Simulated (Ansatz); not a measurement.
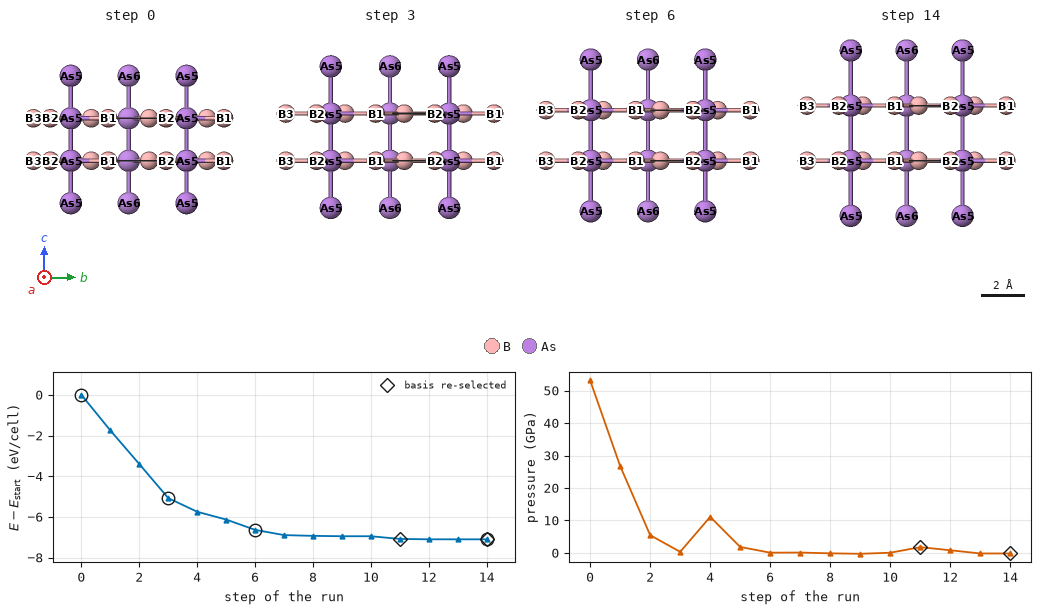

Frames of a relaxation of solid B₂As (a generated structure, set up in P4/mbm) (coarse preliminary run), marked on the history of the run. The picture is a ball-and-stick view of the cell of the calculation, seen along the a axis.

Method: Ansatz, DFT PBE, scalar-relativistic, plane waves, PAW. Set-up: plane-wave cutoff 420 eV; k-point mesh 4 × 4 × 8; occupations gaussian; smearing width 0.1 eV; no spin polarisation; cell and atoms relaxed; force threshold 0.04 eV/Å; at most 70 steps.

Describe the path.

Answer. The largest moves relative to the cell, 0.52 Å, are those of B atoms. As stays in place. The drawn cell changes as follows: a = b 5.495 → 5.300 Å (−3.5 %), c 2.015 → 2.615 Å (+29.8 %); the volume changes by +20.8 %. Among the contacts that change: B–B 2.748 → 1.615 Å, As–As 2.015 → 2.615 Å, B–B 2.015 → 2.615 Å, As–B 2.024 → 2.156 Å. New bonds form: B–B (2.75 → 1.61 Å). Bond angles that change, for instance: As–B–As 147.4° → 120.7°. The space group stays P4/mbm (No. 127). Over 12 accepted moves (14 points after the start) the energy falls by 7.104 eV per cell of the calculation. The largest force component goes from 1.1 to 0.012 eV/Å. The pressure goes from 53.14 to −0.17 GPa. The SCF was repeated twice at an unchanged geometry on a basis and grid sized afresh for the cell, which shifted the energy by 0.133 eV per cell of the calculation at most. Cost: 29 s on 1 thread of Intel(R) Xeon(R) 6975P-C (Granite Rapids), with other jobs on the host, peak memory 0.42 GiB. From step 0 to 3: B atoms move most (0.45 Å), volume +16.2 %, energy −5.076 eV per cell of the calculation. From step 3 to 6: B atoms move most (0.09 Å), volume +0.2 %, energy −1.561 eV per cell of the calculation. From step 6 to 14: volume +3.7 %, energy −0.467 eV per cell of the calculation.

```json
{"step": "0", "E − E(0), meV/atom": "0.00", "largest force component, eV/Å": "1.1287", "pressure, GPa": "53.14", "volume, Å³/atom": "10.138", "note": ""}
{"step": "1", "E − E(0), meV/atom": "-291.54", "largest force component, eV/Å": "1.0146", "pressure, GPa": "26.75", "volume, Å³/atom": "11.005", "note": ""}
{"step": "2", "E − E(0), meV/atom": "-567.00", "largest force component, eV/Å": "0.9981", "pressure, GPa": "5.47", "volume, Å³/atom": "11.744", "note": ""}
{"step": "3", "E − E(0), meV/atom": "-846.06", "largest force component, eV/Å": "1.4874", "pressure, GPa": "0.34", "volume, Å³/atom": "11.777", "note": ""}
{"step": "4", "E − E(0), meV/atom": "-958.03", "largest force component, eV/Å": "2.6841", "pressure, GPa": "11.11", "volume, Å³/atom": "11.624", "note": ""}
{"step": "5", "E − E(0), meV/atom": "-1021.67", "largest force component, eV/Å": "0.8772", "pressure, GPa": "1.85", "volume, Å³/atom": "11.628", "note": ""}
{"step": "6", "E − E(0), meV/atom": "-1106.22", "largest force component, eV/Å": "0.3644", "pressure, GPa": "0.08", "volume, Å³/atom": "11.805", "note": ""}
{"step": "7", "E − E(0), meV/atom": "-1149.21", "largest force component, eV/Å": "0.2216", "pressure, GPa": "0.11", "volume, Å³/atom": "11.861", "note": ""}
{"step": "8", "E − E(0), meV/atom": "-1155.43", "largest force component, eV/Å": "0.1588", "pressure, GPa": "-0.12", "volume, Å³/atom": "12.018", "note": ""}
{"step": "9", "E − E(0), meV/atom": "-1158.44", "largest force component, eV/Å": "0.0039", "pressure, GPa": "-0.27", "volume, Å³/atom": "12.003", "note": ""}
{"step": "10", "E − E(0), meV/atom": "-1158.56", "largest force component, eV/Å": "0.0034", "pressure, GPa": "0.06", "volume, Å³/atom": "11.982", "note": ""}
{"step": "11", "E − E(0), meV/atom": "-1180.65", "largest force component, eV/Å": "0.0011", "pressure, GPa": "1.78", "volume, Å³/atom": "11.982", "note": "same geometry, new basis"}
{"step": "12", "E − E(0), meV/atom": "-1183.60", "largest force component, eV/Å": "0.0291", "pressure, GPa": "0.83", "volume, Å³/atom": "12.138", "note": ""}
{"step": "13", "E − E(0), meV/atom": "-1183.79", "largest force component, eV/Å": "0.0115", "pressure, GPa": "-0.16", "volume, Å³/atom": "12.243", "note": ""}
{"step": "14", "E − E(0), meV/atom": "-1184.01", "largest force component, eV/Å": "0.0116", "pressure, GPa": "-0.17", "volume, Å³/atom": "12.243", "note": "same geometry, new basis"}
```

Limits of the set-up: the k-point mesh is coarse for a cell with partly filled bands.
